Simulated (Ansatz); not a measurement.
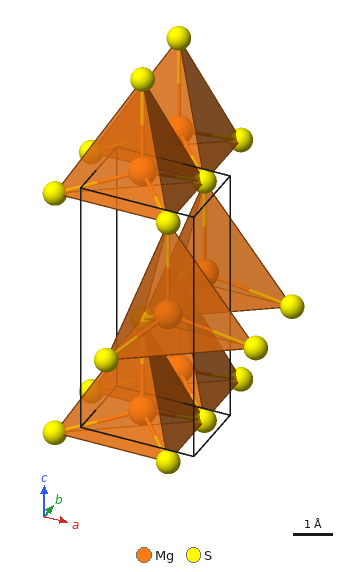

Starting structure of solid MgS (built on the database structure type). The picture is a polyhedral view of the cell of the calculation, repeated 1 × 2 × 1 with one cell outlined, seen slightly off an axis.

Method: DFT, PBE, plane waves, PAW in Ansatz.

The input:
```yaml
crystal:
  lattice:
    - [4.0346224068, 0.0, 0.0]
    - [-2.0173112034, 3.494085499, 0.0]
    - [0.0, 0.0, 6.43229418]
  atoms:
    - { symbol: Mg, position: [0.66666667, 0.33333333, 0.49575485] }
    - { symbol: Mg, position: [0.33333333, 0.66666667, 0.99575485] }
    - { symbol: S, position: [0.33333333, 0.66666667, 0.37924415] }
    - { symbol: S, position: [0.66666667, 0.33333333, 0.87924415] }
kpoints:
  mp_grid: { grid: [6, 6, 4] }
hamiltonian:
  xc: pbe
scf:
  occupations: { method: fermi_dirac, width: 0.02 }
relax:
  f_tol: 0.005
  cell: {}
```

Launched with:
```bash
ansatz run input.yaml --threads 2 --pin off --max-ram 2211MiB --backend cpu --events-out ev --progress --plain --runs-dir out
```

Question: Where does the relaxation end?

Answer: Over 3 accepted moves (4 points after the start) the energy falls by 1.6 meV per atom. The largest force component goes from 0.048 to 0.00024 eV/Å. The pressure goes from 1.07 to 0.00 GPa. The SCF was repeated once at an unchanged geometry on a basis and grid sized afresh for the cell, which shifted the energy by less than 0.05 meV per atom at most. The largest moves relative to the cell, 0.008 Å, are those of Mg1, Mg2, S3 and S4. Mg1 goes along +c. By element the largest moves are Mg 0.008 Å, S 0.008 Å. Cell: a = b 4.035 → 4.055 Å (+0.5 %), c 6.432 → 6.491 Å (+0.9 %). Volume +1.9 %. Among the contacts that change: Mg1–S3 2.447 → 2.465 Å, Mg1–S4 2.467 → 2.473 Å. The space group stays P6_3mc (No. 186). Cost: 7.6 s on 2 threads of Arm Neoverse V1, on a shared host, peak memory 0.36 GiB.

The end point in the same view:

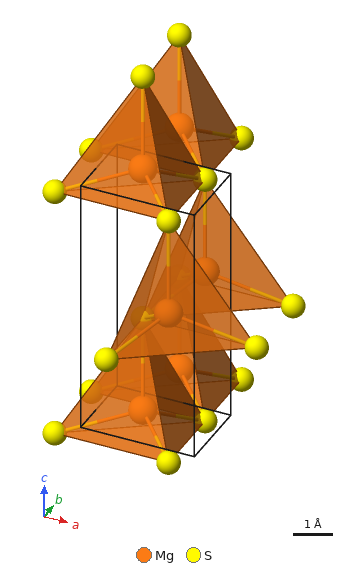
